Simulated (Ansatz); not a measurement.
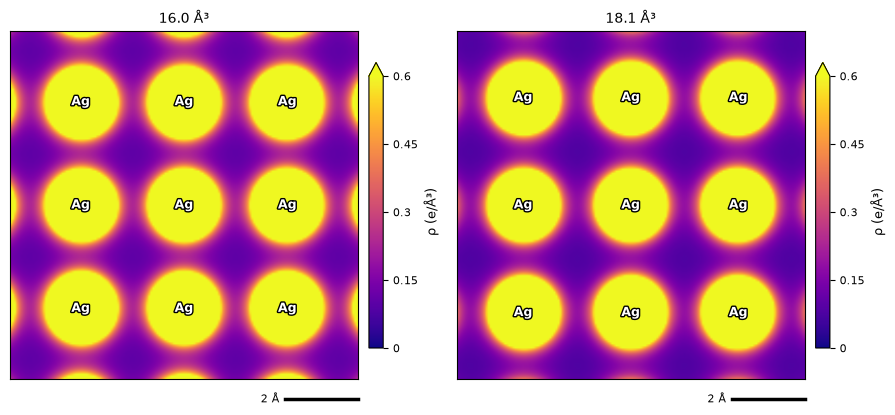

Ag. The valence charge density (pseudo) of cells scaled evenly to different volumes (given per atom above each panel), on the (110) plane of each (indices in the axes of the cell below), at one length scale and on one colour scale.

Level of theory: Ansatz, Kohn-Sham DFT of a periodic cell, r2SCAN with D4, Ansatz PAW.

The largest cell:

```
Ag
1.0
     0.00000    2.08281    2.08281
     2.08281    0.00000    2.08281
     2.08281    2.08281    0.00000
Ag
1
Direct
  0.00000 0.00000 0.00000
```

| volume (Å³/atom) | Ag–Ag contact in the plane (Å) | ρ at its midpoint (e/Å³) | pressure (GPa) | 
| --- | --- | --- | --- |
| 16.03 | 2.830 | 0.232 | 7.5 | 
| 17.39 | 2.908 | ? | ? | 
| 18.07 | 2.946 | 0.187 | −5.6 | 

**Estimate the missing row, and compare with the calculation.**

Over the known rows ln ρ falls by 1.86 per Å of Ag–Ag distance (the line through the two), which gives 0.201 e/Å³ at 2.908 Å; the calculation gives 0.200 e/Å³. For the pressure, a straight line in volume between the neighbouring rows gives −1.2 GPa; the calculation gives −2.4, lower because pressure rises ever faster on compression.
